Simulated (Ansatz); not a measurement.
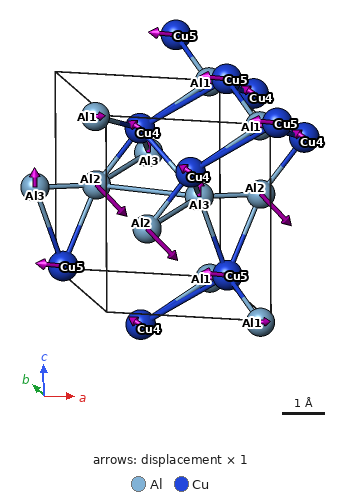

A relaxation of crystalline Al3Cu2 (set up in P1). The starting structure is drawn; purple arrows show the displacements (the part carried along by the change of the cell is left out), at their true length.

A ball-and-stick model of the cell of the calculation, seen slightly off an axis.

Case: all atoms moved at random, sigma 0.4 Å for each component, cell strained at random, sigma 0.01; relaxed back.

Computed with Ansatz 0.2.0, DFT PBEsol, scalar-relativistic, plane waves, PAW.

Input file:
```yaml
crystal:
  lattice:
    - [4.0774712349, -0.0002599847, -0.0030832833]
    - [-2.0389607708, 3.5201061213, 0.0258603554]
    - [-0.003747934, 0.0341341013, 4.9320490967]
  atoms:
    - { symbol: Al, position: [-0.0628719327, 0.0041344527, -0.0085636054] }
    - { symbol: Al, position: [0.1226262285, 0.592079717, 0.5205676722] }
    - { symbol: Al, position: [0.6623494592, 0.3124605097, 0.5492865933] }
    - { symbol: Cu, position: [0.4041004304, 0.6414761689, 0.8112130138] }
    - { symbol: Cu, position: [0.8737958147, 0.4498491517, 0.1274963261] }
basis:
  ecutwfc: 420
kpoints:
  mp_grid: { grid: [12, 12, 8] }
hamiltonian:
  xc: pbesol
scf:
  occupations: { method: gaussian, width: 0.15 }
output:
  forces: true
  stress: true
  eigenvalues: true
relax:
  adjacent_minimum: "off"
  f_tol: 0.01
  max_steps: 80
  cell: { stress_tol: 0.1 }
```

Launched with:
```bash
ansatz run input.yaml --threads 2 --pin off --max-ram 5120MiB --backend cpu --events-out ev --progress --plain --runs-dir out
```

**Describe the change and its energy.**

The atom that moves furthest relative to the cell is Al2 (1.13 Å along [3 1 −2]). By element the largest moves are Al 1.13 Å, Cu 0.75 Å. The drawn cell changes as follows: a 4.077 → 4.099 Å (+0.5 %), b 4.068 → 4.099 Å (+0.7 %), c 4.932 → 4.983 Å (+1.0 %), α 89.3° → 90.0°; the volume changes by +2.4 %. Some distances before and after: Al2–Cu5 3.911 → 2.556 Å, Al2–Cu5 (another image) 3.801 → 2.556 Å, Al2–Al3 1.641 → 2.791 Å, Al2–Cu4 3.655 → 2.537 Å. New bonds form, among them: Al1–Cu4 (3.07 → 2.49 Å), Al1–Cu5 (3.38 → 2.49 Å), Al2–Cu4 (3.66 → 2.54 Å), Al2–Cu5 (3.80 → 2.56 Å). Bond angles that change, for instance: Al3–Al2–Cu4 117.5° → 58.0°, Cu4–Al2–Cu5 162.6° → 112.2°, Al2–Al3–Al2 142.2° → 94.5°. The space group (tolerance 0.01 Å) goes from P1 (No. 1) to P-3m1 (No. 164). After 11 accepted moves (13 points after the start) the energy has fallen by 2549 meV per atom. Largest force component: 19 eV/Å at the start, 0.00053 eV/Å at the end. Pressure: 58.39 GPa at the start and −0.01 GPa at the end. The SCF was repeated twice at an unchanged geometry on a basis and grid sized afresh for the cell, which shifted the energy by 0.2 meV per atom at most. The run took 5.3 min on 2 threads of AMD EPYC 9R45 96-Core Processor (Zen 5) (shared host), peak memory 1.2 GiB.
